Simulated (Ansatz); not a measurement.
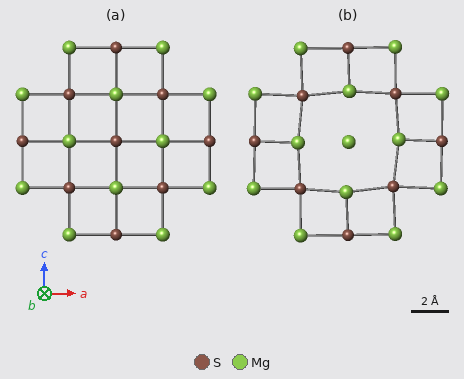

Left: perfect MgS. Right: the same region with one point defect, after relaxing the atoms in a supercell of 64 sites. Style: ball-and-stick. Shown: the atoms within 6.0 Å of one point, in a slice 5.0 Å thick across the line of sight, along the b axis.

These are results of DFT, PBEsol, PAW, plane waves in Ansatz 0.2.0, not measurements. Settings: plane-wave cutoff 420 eV; k-point mesh 1 × 1 × 1; mesh shifted by (0.25, 0.25, 0.25); collinear spin. Fermi-Dirac smearing of 0.01 eV. A uniform background neutralises the charged cell. The axes drawn are those of the host's conventional cell.

### What kind of defect was made?

A sulfur atom is replaced by magnesium.

The charge state of the cell is +1.

### How does the lattice respond?

In the host the S atom has 6 Mg at 2.59 Å; the Mg atom ends with 6 Mg at 2.78 to 2.81 Å. Of the host's atoms, a magnesium atom moves furthest from its site, by 0.27 Å. The Mg atom itself moves 0.06 Å from where it was put. The cell's net moment is 1.00 μB.

Limits of the set-up: the cell is charged, on a uniform background, and energies carry no finite-size correction.
